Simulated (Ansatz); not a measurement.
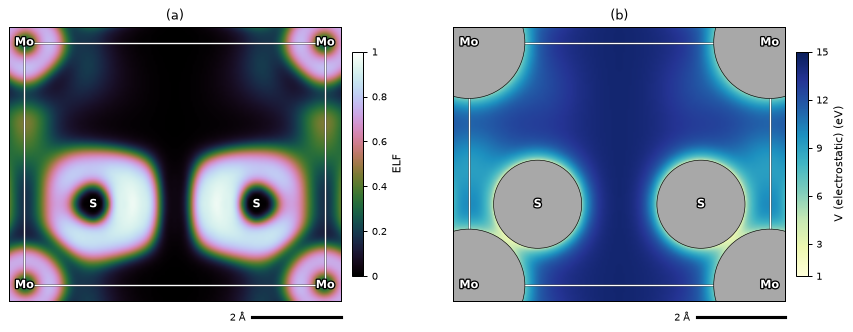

Figure 1: MoS2. (a) electron localisation function; (b) electrostatic potential (local pseudopotential plus Hartree) felt by an electron on the (110) plane of the conventional cell. Grey discs cover the atomic cores in the potential map.

Space group P-6m2; a structure from a database of computed crystals, not necessarily the ambient phase; started from the database structure prototype, which need not be the ambient phase; computed pressure about 2 GPa in this cell; computed without spin polarisation.

These are results of DFT, PBE, plane waves, PAW (Ansatz), not measurements.

In a PAW calculation such maps are meaningful between the atoms, not at the nuclei.

```yaml
crystal:
  lattice:
    - [3.17096, 0.00000, 0.00000]
    - [-1.58548, 2.74613, 0.00000]
    - [0.00000, 0.00000, 6.81001]
  atoms:
    - { symbol: Mo, position: [0.00000, 0.00000, 0.00000] }
    - { symbol: S, position: [0.33333, 0.66667, 0.22853] }
    - { symbol: S, position: [0.33333, 0.66667, 0.77147] }
```

> Read the bonding off the picture.

The section cuts through Mo and S sites.
Mo–S (2.40 Å): the ELF peaks at about 0.85 in the valence shell of S, 0.8 Å from its nucleus, and is about 0.45 at the midpoint.
The features right at Mo lie inside the PAW spheres, where the map follows smoothed inner orbitals and isn't to be read closely.
Outside the cores the potential energy rises away from the atoms and is highest about 2.6 Å from the nearest atoms; its zero is arbitrary.

> Metal or insulator at this level of theory?

It is gapped, with a Kohn–Sham gap of 1.3 eV on the k-point mesh, an upper bound to the gap of this method.
